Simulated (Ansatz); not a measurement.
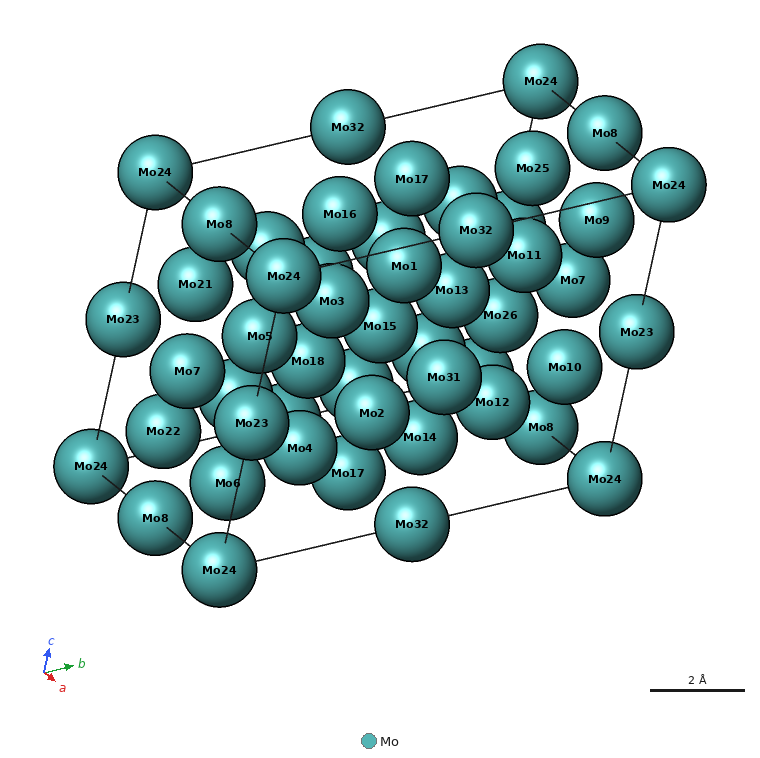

Fig. 1: The structure as given in the input (spheres-only view of the cell of the calculation, seen slightly off an axis; atoms are numbered from 1 in the order of the input).

**Run report: Mo, single-point calculation (part 1 of 2)**

The run: single-point calculation of Mo (32 atoms in the cell). Method and program: DFT PBEsol, scalar-relativistic, plane waves, PAW, no spin polarisation (Ansatz 0.2.0).

The structure derives from a Materials Project entry. It belongs to a series of runs on one base structure; here: the perfect crystal in a cell of 32 atoms. Figures and captions count atoms from 1; the log counts them from 0 in places.

What the program printed
```
Engine: ansatz 0.2.0, x86_64-unknown-linux-gnu
Pseudopotentials: kind: paw
Pseudopotential: Mo, paw, valence charge 14, recommended cutoff 420 eV (normal), Mo.paw.azcp
Functional definition: PBEsol
  exchange = pbesol_x
  correlation = pbesol_c
Crystal: 32 atoms, lattice volume = 490.318 Å³
Basis set: ecut = 420 eV, 9577 PW (Γ), exchange–correlation on 120×120×120 points (8 copies of the dense FFT grid, shifted against one another)
Bands: 269, of which v1, the nominal top of the filled ones, is band 224 counted from 1 (223 counted from 0)
Symmetry: 1536 space group operations
Space group: Im-3m (ITA 229), of the structure as read, at distance tolerance 7.9e-5 Å
k-points: 8 of 64
Non-local potential: Mo, projectors of the file, l = 0: 3, l = 1: 2, l = 2: 2, l = 3: 1
PAW form: soft (Blöchl's): semilocal exchange-correlation on the pseudo side does not see the compensation charge
PAW frozen core: Mo, regenerated for the run's functional, and the local potential with it (the file was generated under x = pbe(κ = 0.804, μ = 0.2195149727645171), c = pbe(β = 0.06672455060314922))
PAW one-centre angular grid: Mo, 590 points (default); XC on 64 Gauss nodes
Initial density: superposition of atomic densities (neutral atoms: chi_scale 0, normalization atom), corrected by the library's trained network
Initial wavefunctions: pseudopotential atomic-orbital guess
Functional: x = pbesol(κ = 0.804, μ = 0.12345679012345678), c = pbesol(β = 0.046)
SCF iter   1: F=—  HF=-156719.015196 eV  |F-HF|=—  |Δ(HF+E_count)|=         —  Δρ=6.50e-3  dr2=1.44e-1  ethr=1.77e-3  ⟨swp⟩=4.2  Hψ=7184  notcnv=0
preconditioner: auto → Kerker (q_TF=auto, 2.688 Å⁻¹)  [metal: Δε(μ)=0.032 eV  Ē_g=4.343 eV  σ=0.100 eV  W_gap=0.18  n_scr=168 (ndim 8)  ℏωp=23.2 eV  f_vac=0.000  D(μ)=23.37/eV (n_scr^D=180)]
SCF iter   2: F=—  HF=-156718.984191 eV  |F-HF|=—  |Δ(HF+E_count)|=   3.10e-2  Δρ=3.48e-3  dr2=3.90e-2  ethr=3.20e-5  ⟨swp⟩=2.4  Hψ=3448  notcnv=0
SCF iter   3: F=—  HF=-156718.971309 eV  |F-HF|=—  |Δ(HF+E_count)|=   1.29e-2  Δρ=3.57e-4  dr2=3.69e-4  ethr=8.70e-6  ⟨swp⟩=2.0  Hψ=2667  notcnv=0
SCF iter   4: F=—  HF=-156718.971165 eV  |F-HF|=—  |Δ(HF+E_count)|=   1.44e-4  Δρ=5.93e-5  dr2=8.18e-6  ethr=8.23e-8  ⟨swp⟩=2.8  Hψ=3277  notcnv=0
SCF iter   5: F=—  HF=-156718.968863 eV  |F-HF|=—  |Δ(HF+E_count)|=   2.30e-3  Δρ=7.99e-6  dr2=1.14e-7  ethr=1.83e-9  ⟨swp⟩=2.2  Hψ=3616  notcnv=0
SCF iter   6: F=-156718.968863 eV  HF=-156718.968863 eV  |F-HF|=2.91e-11  |Δ(HF+E_count)|=   6.98e-9  Δρ=1.04e-6  dr2=1.21e-9  ethr=2.23e-11  ⟨swp⟩=6.5  Hψ=7133  notcnv=0
SCF 1 converged in 6 iterations: F = -156718.968863 eV  dr2 = 1.21e-9
  greatest PAW one-centre occupation: 0.999 electrons in one spin orbital (limit 2), on the Mo atom at site 31 (counted from 0), in its partial waves of l = 0
SCF converged after 6 iterations
Free energy (F): -156718.968863 eV
Harris-Foulkes:  -156718.968863 eV  (|F-HF|=2.91e-11)
Internal energy: -156718.854396 eV  (E = F + TS)
E sigma→0 (E₀):  -156718.911629 eV
Entropy (-TS):   -0.114467 eV (-3.577 meV/atom)
Fermi energy:    21.478482 eV
--- Per-component energies (eV) ---
  E_band       = -1591.375499
  E_kinetic    = 14131.822792
  E_local      = -24656.999338  (includes V_loc(G=0)·N_el)
  E_nonlocal   = 4625.071061
  E_hartree    = 8139.420641
  E_xc         = -5847.108931
  E_vxc        = -7324.585179  (∫ρ·V_xc dr)
  E_paw        = -100602.559594  (= ΣΔE_a)
  E_vpaw       = -4645.528405  (= ΣTr[D̂ρ^β])
  E_aug_tail   = 0.001316  (compensation charges beyond the density's cutoff)
  E_ewald      = -52515.199922
  E_core_change = 6.697579  (= ΣΔE_core)
  E_smearing   = -0.114467  (= −TS)
  E_closure    = 0.000000  (closes the sum)
  Σ components = -156718.968863   (vs F -156718.968863, Δ=0.00e0)
--- Forces (eV/Å), atoms counted from 1 ---
  atom   1  Mo     0.00000000     0.00000000    -0.00000000
  atom   2  Mo    -0.00000000     0.00000000     0.00000000
  atom   3  Mo     0.00000000     0.00000000     0.00000000
  atom   4  Mo    -0.00000000     0.00000000     0.00000000
  atom   5  Mo    -0.00000000     0.00000000    -0.00000000
  atom   6  Mo     0.00000000     0.00000000    -0.00000000
  atom   7  Mo     0.00000000    -0.00000000    -0.00000000
  atom   8  Mo    -0.00000000     0.00000000     0.00000000
  atom   9  Mo     0.00000000     0.00000000     0.00000000
  atom  10  Mo     0.00000000    -0.00000000     0.00000000
  atom  11  Mo     0.00000000    -0.00000000     0.00000000
  atom  12  Mo    -0.00000000     0.00000000     0.00000000
  atom  13  Mo    -0.00000000    -0.00000000     0.00000000
  atom  14  Mo     0.00000000    -0.00000000     0.00000000
  atom  15  Mo     0.00000000    -0.00000000     0.00000000
  atom  16  Mo     0.00000000    -0.00000000     0.00000000
  atom  17  Mo     0.00000000    -0.00000000     0.00000000
  atom  18  Mo     0.00000000    -0.00000000     0.00000000
  atom  19  Mo    -0.00000000     0.00000000     0.00000000
  atom  20  Mo    -0.00000000    -0.00000000    -0.00000000
  atom  21  Mo    -0.00000000     0.00000000    -0.00000000
  atom  22  Mo     0.00000000     0.00000000     0.00000000
  atom  23  Mo     0.00000000    -0.00000000     0.00000000
  atom  24  Mo     0.00000000     0.00000000     0.00000000
  atom  25  Mo     0.00000000    -0.00000000    -0.00000000
  atom  26  Mo    -0.00000000     0.00000000    -0.00000000
  atom  27  Mo    -0.00000000     0.00000000     0.00000000
  atom  28  Mo    -0.00000000     0.00000000     0.00000000
  atom  29  Mo     0.00000000    -0.00000000    -0.00000000
  atom  30  Mo    -0.00000000     0.00000000     0.00000000
  atom  31  Mo     0.00000000     0.00000000     0.00000000
  atom  32  Mo    -0.00000000     0.00000000     0.00000000
  max |Σ_I F_I| component: 8.46e-26 eV/Å
--- Stress (GPa, compression-positive) ---
        0.274913      -0.000000      -0.000000
        0.000000       0.274913       0.000000
       -0.000000      -0.000000       0.274913
  P = ⅓ Tr σ = 0.2749 GPa (2.749 kbar)
--- Band table (eV; the first three rows and the last of 8) ---
  k-point 0: bands = ["-39.7410", "-39.5513", "-39.5513", "-39.5513", "-39.5513", "-39.5513", "-39.5513", "-39.5513", "-39.5513", "-39.4766", ... 59 levels left out ..., "-13.7803", "-13.7803", "-13.7362", "-13.7362", "-13.7362", "-13.7362", "-13.7362", "-13.7362", "-13.4799", "-13.4799", "-13.4799", "-13.4799", "-13.4799", "-13.4799", "-13.4799", "-13.4799", "-13.4799", "-13.4799", "-13.4799", "-13.4799", "-13.4485", "-13.4485", "-13.4485", "-13.4485", "-13.4485", "-13.4485", "-13.2595", "-13.2595", "-13.2595",
      "-13.2595", "-13.2595", "-13.2595", "-13.2595", "-13.2595", "-13.1627", "-13.1627", "-13.1627", "-13.1627", "-13.1627", "-13.1627", "-13.1627", "-13.1627", "-13.1627", "-13.1627", "-13.1627", "-13.1627", "-13.1627", "-13.1627", "-13.1627", "-13.1627", "-12.9863", "-12.9863", "-12.9863", "-12.9863", "-12.9863", "-12.9863", "-12.9727", "-12.9727", "-12.9727", "14.1272", "15.8452", "15.8452", "15.9979", "15.9979", "15.9979", "15.9979", "15.9979", "15.9979", "17.2465",
      "17.2465", "17.2465", "17.2465", "17.2465", "17.2465", "17.2465", "17.2465", "17.6575", "17.6575", "17.6575", "17.6575", "17.6575", "17.6575", "17.9576", "17.9576", "17.9576", "17.9576", "17.9576", "17.9576", "18.2353", "18.2353", "18.2353", "18.2353", "18.2353", "18.2353", "18.2353", "18.2353", "18.2353", "18.2353", "18.2353", "18.2353", "18.2353", "18.2353", "18.2353", "18.2353", "18.5142", "18.5142", "18.5142", "18.5142", "18.5142",
      "18.5142", "18.5142", "18.5142", "18.5947", "18.5947", "18.5947", "18.5947", "18.5947", "18.5947", "18.5947", "18.5947", "18.5947", "18.5947", "18.5947", "18.5947", "18.5947", "18.5947", "18.5947", "18.5947", "18.6749", "18.6749", "18.6749", "18.6749", "18.6749", "18.6749", "18.7877", "18.7877", "18.7877", "18.7877", "18.7877", "18.7877", "20.0568", "20.0568", "20.0568", "20.8235", "20.8235", "20.8235", "20.8235", "20.8235", "20.8235",
      "20.8235", "20.8235", "20.8235", "20.8235", "20.8235", "20.8235", "22.3567", "22.3567", "22.3567", "22.3567", "22.3567", "22.3567", "23.1415", "23.1415", "23.1415", "23.1415", "23.1415", "23.1415", "23.1428", "23.1428", "23.1776", "23.1776", "23.1776", "23.1776", "23.1776", "23.1776", "23.1776", "23.1776", "23.1776", "23.1776", "23.1776", "23.1776", "23.1776", "23.1776", "23.1776", "23.1776", "23.1898", "23.1898", "23.1898", "23.1898",
      "23.1898", "23.1898", "23.8131", "23.8131", "23.8131", "23.8131", "23.8131", "23.8131", "23.8131", "23.8131", "23.8131"]
```
